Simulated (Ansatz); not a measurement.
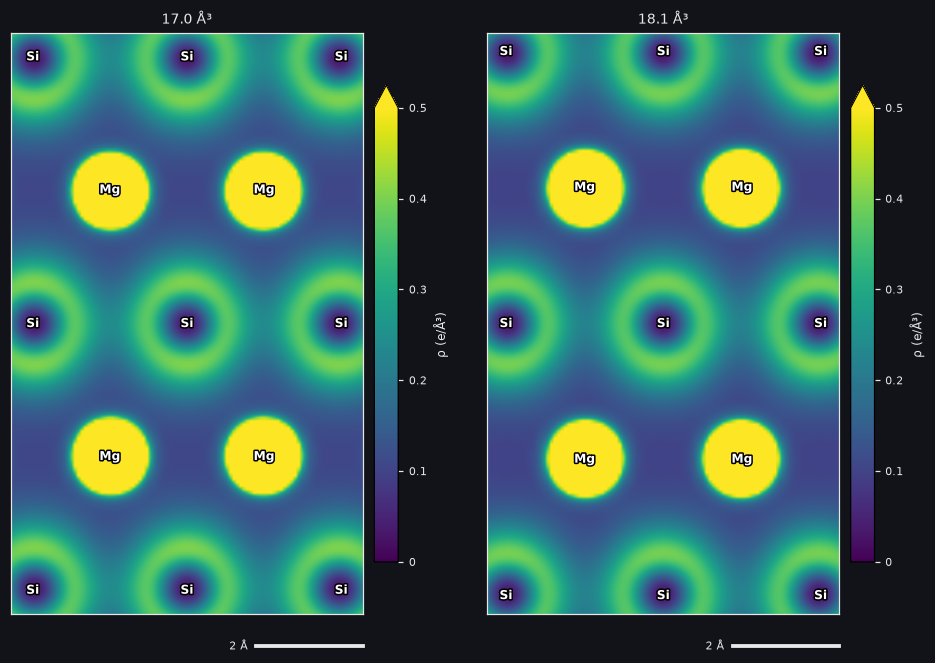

MgSi. The valence charge density (pseudo) of cells scaled evenly to different volumes (given per atom above each panel), on the (011̄) plane of each (indices in the axes of the cell below), at one length scale and on one colour scale.

A structure from a database of computed crystals, not necessarily the ambient phase.

Theory: Ansatz 0.2.0, Kohn-Sham DFT of a periodic cell, HSE06, Ansatz PAW.

Core electrons are frozen (PAW), and the valence fields are smoothed inside the atomic spheres.

The largest cell:

```xyz
2
Lattice="2.9467 0.0000 0.0000 0.0000 2.9467 0.0000 0.0000 0.0000 4.1574" Properties=species:S:1:pos:R:3 pbc="T T T"
Si    1.4733    1.4733    2.0787
Mg    0.0000    0.0000    0.0000
```

| volume (Å³/atom) | Mg–Si contact in the plane (Å) | ρ at its midpoint (e/Å³) | pressure (GPa) | 
| --- | --- | --- | --- |
| 17.01 | 2.885 | 0.184 | 1.4 | 
| 17.35 | 2.905 | ? | ? | 
| 18.05 | 2.943 | 0.170 | −2.3 | 

### What values belong in the row with question marks?

Over the known rows ln ρ falls by 1.36 per Å of Mg–Si distance (the line through the two), which gives 0.179 e/Å³ at 2.905 Å; the calculation gives 0.179 e/Å³. For the pressure, a straight line in volume between the neighbouring rows gives 0.2 GPa; the calculation gives 0.0.
